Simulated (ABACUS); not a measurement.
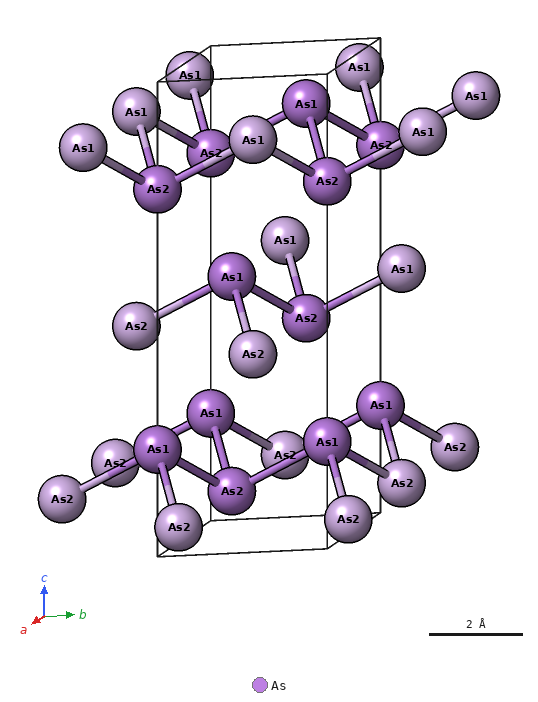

**Figure 1.** The input geometry (ball-and-stick view of the cell 3 times as large as that of the calculation, set on its symmetry axes, seen slightly off an axis; neighbours outside the cell are drawn fainter; atoms are numbered from 1 in the order of the input). Near neighbours in the crystal (not all of them lie inside the picture): As has 3 As at 2.51 Å.

## As: band-structure run (part 1 of 2)

- system: As (R-3m, 2 atoms in the cell)
- method: Kohn-Sham DFT of a periodic cell, PBE, spin-orbit coupling, PseudoDojo NC FR 0.4 PBE stringent, no spin polarisation (ABACUS 3.10.1)

The structure derives from an entry of the Crystallography Open Database. It belongs to a series of runs on one base structure; here: bands on the converged density.

### What the program printed
```
ABACUS v3.10.1

               Atomic-orbital Based Ab-initio Computation at UStc

 ------------------------------------------------------------------------------------

 READING GENERAL INFORMATION
                           global_out_dir = OUT.As/
                           global_in_card = INPUT
                               pseudo_dir = ./
                              orbital_dir = ./
                                    DSIZE = 4
                                    GSIZE = 1

 READING UNITCELL INFORMATION
                                    ntype = 1
                  lattice constant (Bohr) = 1.88973
              lattice constant (Angstrom) = 1

 READING ATOM TYPE 1
                               atom label = As
                      L=0, number of zeta = 3
                      L=1, number of zeta = 3
                      L=2, number of zeta = 2
             number of atom for this type = 2
               magnetization of element 1 = [ 0, 0, 0 ]

                        TOTAL ATOM NUMBER = 2
DIRECT COORDINATES
    atom                   x                   y                   z     mag                  vx                  vy                  vz
taud_As1            0.2260000000        0.2260000000        0.2260000000  0.0000        0.0000000000        0.0000000000        0.0000000000
taud_As2            0.7740000000        0.7740000000        0.7740000000  0.0000        0.0000000000        0.0000000000        0.0000000000

                          Volume (Bohr^3) = 290.59
                             Volume (A^3) = 43.0609

 Lattice vectors: (Cartesian coordinate: in unit of a_0)
              +1.8808            +1.08588            +3.51406
              -1.8808            +1.08588            +3.51406
                   +0            -2.17176            +3.51406
 Reciprocal vectors: (Cartesian coordinate: in unit of 2 pi/a_0)
            +0.265845           +0.153486           +0.094857
            -0.265845           +0.153486           +0.094857
                   +0           -0.306971           +0.094857
 The esolver type has been set to : ksdft_lcao

                PAO radial cut off (Bohr) = 10

 Read in pseudopotential file is As.upf
                     pseudopotential type = NC
          exchange-correlation functional = PBE
                 nonlocal core correction = 1
                        valence electrons = 23
                                     lmax = 2
                           number of zeta = 8
                     number of projectors = 10
                           L of projector = 0
                           L of projector = 0
                           L of projector = 1
                           L of projector = 1
                           L of projector = 1
                           L of projector = 1
                           L of projector = 2
                           L of projector = 2
                           L of projector = 2
                           L of projector = 2
     initial pseudo atomic orbital number = 52

 SETUP THE ELECTRONS NUMBER
            electron number of element As = 23
      total electron number of element As = 46
            AUTOSET number of electrons:  = 46
                           occupied bands = 46
                                   NLOCAL = 88
                                   NBANDS = 68
                                   NBANDS = 68
                                   NLOCAL = 88

%%%%%%%%%%%%%%%%%%%%%%%%%%%%%%%%%%%%%%%%%%%%%%%%%%%%%%%%%%%%%%%%%%%%%%%%%%%%%%%%%%%%%%%%%%%%%%%%%%%%%%%%%%
 Warning: the number of valence electrons in pseudopotential > 5 for As: [Ar] 3d10 4s2 4p3
 Pseudopotentials with additional electrons can yield (more) accurate outcomes, but may be less efficient.
 If you're confident that your chosen pseudopotential is appropriate, you can safely ignore this warning.
%%%%%%%%%%%%%%%%%%%%%%%%%%%%%%%%%%%%%%%%%%%%%%%%%%%%%%%%%%%%%%%%%%%%%%%%%%%%%%%%%%%%%%%%%%%%%%%%%%%%%%%%%%

 SETUP THE PLANE WAVE BASIS
 energy cutoff for charge/potential (unit:Ry) = 420
            fft grid for charge/potential = [ 54, 54, 54 ]
                        fft grid division = [ 2, 2, 2 ]
        big fft grid for charge/potential = [ 27, 27, 27 ]
                                     nbxx = 5103
                                     nrxx = 40824

 SETUP PLANE WAVES FOR CHARGE/POTENTIAL
                    number of plane waves = 42319
                         number of sticks = 1659

 PARALLEL PW FOR CHARGE/POTENTIAL
     PROC   COLUMNS(POT)             PW
        1            415          10581
        2            414          10578
        3            415          10580
        4            415          10580
 --------------- sum -------------------
        4           1659          42319
                            number of |g| = 2861
                                  max |g| = 37.9857
                                  min |g| = 0.0809806

----------- Double Check Mixing Parameters Begin ------------
mixing_type: broyden
mixing_beta: 0.4
mixing_gg0: 1
mixing_gg0_min: 0.1
mixing_beta_mag: 1.6
mixing_gg0_mag: 0
mixing_ndim: 8
----------- Double Check Mixing Parameters End ------------

 SETUP K-POINTS
                                    nspin = 4
                                   nkstot = 94
K-POINTS DIRECT COORDINATES
 KPOINTS    DIRECT_X    DIRECT_Y    DIRECT_Z  WEIGHT
       1  0.00000000  0.00000000  0.00000000  1.0000
       2  0.05000000  0.00000000  0.00000000  1.0000
       3  0.10000000  0.00000000  0.00000000  1.0000
       4  0.15000000  0.00000000  0.00000000  1.0000
       5  0.20000000  0.00000000  0.00000000  1.0000
       6  0.25000000  0.00000000  0.00000000  1.0000
       7  0.30000000  0.00000000  0.00000000  1.0000
       8  0.35000000  0.00000000  0.00000000  1.0000
       9  0.40000000  0.00000000  0.00000000  1.0000
      10  0.45000000  0.00000000  0.00000000  1.0000
      11  0.50000000  0.00000000  0.00000000  1.0000
      12  0.50000000  0.02303246 -0.02303246  1.0000
      13  0.50000000  0.04606492 -0.04606492  1.0000
      14  0.50000000  0.06909738 -0.06909738  1.0000
      15  0.50000000  0.09212984 -0.09212984  1.0000
      16  0.50000000  0.11516229 -0.11516229  1.0000
      17  0.50000000  0.13819475 -0.13819475  1.0000
      18  0.50000000  0.16122721 -0.16122721  1.0000
      19  0.50000000  0.18425967 -0.18425967  1.0000
      20  0.50000000  0.20729213 -0.20729213  1.0000
      21  0.50000000  0.23032459 -0.23032459  1.0000
      22  0.76967541  0.50000000  0.23032459  1.0000
      23  0.74270787  0.50000000  0.25729213  1.0000
      24  0.71574033  0.50000000  0.28425967  1.0000
      25  0.68877279  0.50000000  0.31122721  1.0000
      26  0.66180525  0.50000000  0.33819475  1.0000
      27  0.63483771  0.50000000  0.36516229  1.0000
      28  0.60787016  0.50000000  0.39212984  1.0000
      29  0.58090262  0.50000000  0.41909738  1.0000
      30  0.55393508  0.50000000  0.44606492  1.0000
[... 64 further k points ...]

           k-point number in this process = 94
       minimum distributed K point number = 94

[... K-POINTS CARTESIAN COORDINATES: 94 rows ...]

[... K-POINTS DIRECT COORDINATES: 94 rows ...]

 SETUP PLANE WAVES FOR WAVE FUNCTIONS
     energy cutoff for wavefunc (unit:Ry) = 105
              fft grid for wave functions = [ 54, 54, 54 ]
                    number of plane waves = 6419
                         number of sticks = 469

 PARALLEL PW FOR WAVE FUNCTIONS
     PROC   COLUMNS(POT)             PW
        1            117           1604
        2            117           1604
        3            118           1606
        4            117           1605
 --------------- sum -------------------
        4            469           6419

 SET NONLOCAL PSEUDOPOTENTIAL PROJECTORS
 max number of nonlocal projetors among all species is 10

 -------------------------------------------
 NONSELF-CONSISTENT
 -------------------------------------------

 SETUP SEARCHING RADIUS FOR PROGRAM TO SEARCH ADJACENT ATOMS
                  longest orb rcut (Bohr) = 7
   longest nonlocal projector rcut (Bohr) = 1.62
                     search radius (Bohr) = 17.2
              searching radius is (Bohr)) = 17.2
         searching radius unit is (Bohr)) = 1.89
                         PeriodicBoundary = 1
                        Radius(unit:lat0) = 9.12
                                   glayer = [ 4, 4, 4 ]
                             glayer_minus = [ 3, 3, 3 ]

Find the coordinate range of the input atom(unit:lat0).
                                  min_tau = [ -11.3, -13, -29.2 ]
                                  max_tau = [ 11.3, 13, 39.8 ]
                                BoxNumber = [ 7, 7, 7 ]

 SETUP EXTENDED REAL SPACE GRID FOR GRID INTEGRATION
                          real space grid = [ 54, 54, 54 ]
                 big cell numbers in grid = [ 27, 27, 27 ]
             meshcell numbers in big cell = [ 2, 2, 2 ]
                        extended fft grid = [ 33, 33, 33 ]
                dimension of extened grid = [ 94, 94, 94 ]
                            UnitCellTotal = 125
              Atom number in sub-FFT-grid = 2
    Local orbitals number in sub-FFT-grid = 88
                                ParaV.nnr = 98736
                                 init_chg = file
 try to read charge from file
 Read in the charge density: OUT.As//As-CHARGE-DENSITY.restart

 LCAO ALGORITHM --------------- ION=   1  ELEC=   1--------------------------------
[... levels at 94 k points of this process ...]

total magnetism (Bohr mag/cell)	-2.21762e-13	-4.29440e-15	1.67159e-13
       absolute magnetism (Bohr mag/cell) = 8.01852e-13

 Density error is 0.00000000000
----------------------------------------------------------
     Energy           Rydberg                 eV
----------------------------------------------------------
 E_KohnSham     -1220.7726243023     -16609.4636529242
 E_KS(sigma->0) -1220.7724703403     -16609.4615581637
 E_Harris       -1220.7726243023     -16609.4636529242
 E_band         -185.8620582711      -2528.7830344956
 E_one_elec     -1037.1800293327     -14111.5582507314
 E_Hartree      489.6937948607       6662.6258853484
 E_xc           -110.5675473033      -1504.3486572096
 E_Ewald        -562.7185346030      -7656.1784408106
 E_entropy(-TS) -0.0003079240        -0.0041895210
 E_descf        0.0000000000         0.0000000000
 E_exx          0.0000000000         0.0000000000
 E_Fermi        0.8810715436         11.9875933389
----------------------------------------------------------

 charge density convergence is achieved
 final etot is -16609.463653 eV
 EFERMI = 11.987593339 eV

 STATE ENERGY(eV) AND OCCUPATIONS    NSPIN == 4
 1/94 kpoint (Cartesian) = 0.0000 0.0000 0.0000 (1340 pws)
       1       -173.770      0.0106383
       2       -173.770      0.0106383
       3       -173.770      0.0106383
       4       -173.770      0.0106383
       5       -120.553      0.0106383
       6       -120.553      0.0106383
       7       -120.548      0.0106383
       8       -120.548      0.0106383
       9       -115.552      0.0106383
      10       -115.552      0.0106383
      11       -115.548      0.0106383
      12       -115.548      0.0106383
      13       -115.523      0.0106383
      14       -115.523      0.0106383
      15       -115.520      0.0106383
      16       -115.520      0.0106383
      17       -24.6669      0.0106383
      18       -24.6669      0.0106383
      19       -24.6376      0.0106383
      20       -24.6376      0.0106383
      21       -24.6264      0.0106383
      22       -24.6264      0.0106383
      23       -24.6014      0.0106383
      24       -24.6014      0.0106383
      25       -23.9517      0.0106383
      26       -23.9517      0.0106383
      27       -23.9369      0.0106383
      28       -23.9369      0.0106383
      29       -23.9232      0.0106383
      30       -23.9232      0.0106383
      31       -23.8613      0.0106383
      32       -23.8613      0.0106383
      33       -23.8604      0.0106383
      34       -23.8604      0.0106383
      35       -23.8589      0.0106383
      36       -23.8589      0.0106383
      37       -2.99010      0.0106383
      38       -2.99010      0.0106383
      39        6.27442      0.0106383
      40        6.27442      0.0106383
      41        9.57398      0.0106383
      42        9.57398      0.0106383
      43        10.0260      0.0106383
      44        10.0260      0.0106383
      45        10.2027      0.0106383
      46        10.2027      0.0106383
      47        13.7058    1.26663e-17
      48        13.7058    1.26663e-17
      49        14.9758    1.17977e-28
      50        14.9758    1.17977e-28
      51        15.2133    1.02046e-30
      52        15.2133    1.02046e-30
      53        19.2200    1.60998e-65
      54        19.2200    1.60998e-65
      55        19.2579    7.54926e-66
      56        19.2579    7.54926e-66
      57        20.5598    3.70873e-77
      58        20.5598    3.70873e-77
      59        21.2279    5.84548e-83
      60        21.2279    5.84548e-83
      61        21.2294    5.67365e-83
      62        21.2294    5.67365e-83
      63        21.6152    2.52823e-86
      64        21.6152    2.52823e-86
      65        30.1280        0.00000
      66        30.1280        0.00000
      67        36.3959        0.00000
      68        36.3959        0.00000

 2/94 kpoint (Cartesian) = 0.013292 0.0076743 0.0047428 (1328 pws)
       1       -173.770      0.0106383
       2       -173.770      0.0106383
       3       -173.770      0.0106383
       4       -173.770      0.0106383
       5       -120.553      0.0106383
       6       -120.553      0.0106383
       7       -120.548      0.0106383
       8       -120.548      0.0106383
       9       -115.552      0.0106383
      10       -115.552      0.0106383
      11       -115.548      0.0106383
      12       -115.548      0.0106383
      13       -115.523      0.0106383
      14       -115.523      0.0106383
      15       -115.520      0.0106383
      16       -115.520      0.0106383
      17       -24.6667      0.0106383
      18       -24.6667      0.0106383
      19       -24.6380      0.0106383
      20       -24.6380      0.0106383
      21       -24.6260      0.0106383
      22       -24.6260      0.0106383
      23       -24.6014      0.0106383
      24       -24.6014      0.0106383
      25       -23.9515      0.0106383
      26       -23.9515      0.0106383
      27       -23.9370      0.0106383
      28       -23.9370      0.0106383
      29       -23.9226      0.0106383
      30       -23.9226      0.0106383
      31       -23.8632      0.0106383
      32       -23.8632      0.0106383
      33       -23.8591      0.0106383
      34       -23.8591      0.0106383
      35       -23.8590      0.0106383
      36       -23.8590      0.0106383
      37       -2.95675      0.0106383
      38       -2.95675      0.0106383
      39        6.15332      0.0106383
      40        6.15332      0.0106383
      41        9.59161      0.0106383
      42        9.59161      0.0106383
      43        10.0000      0.0106383
      44        10.0000      0.0106383
      45        10.1620      0.0106383
```
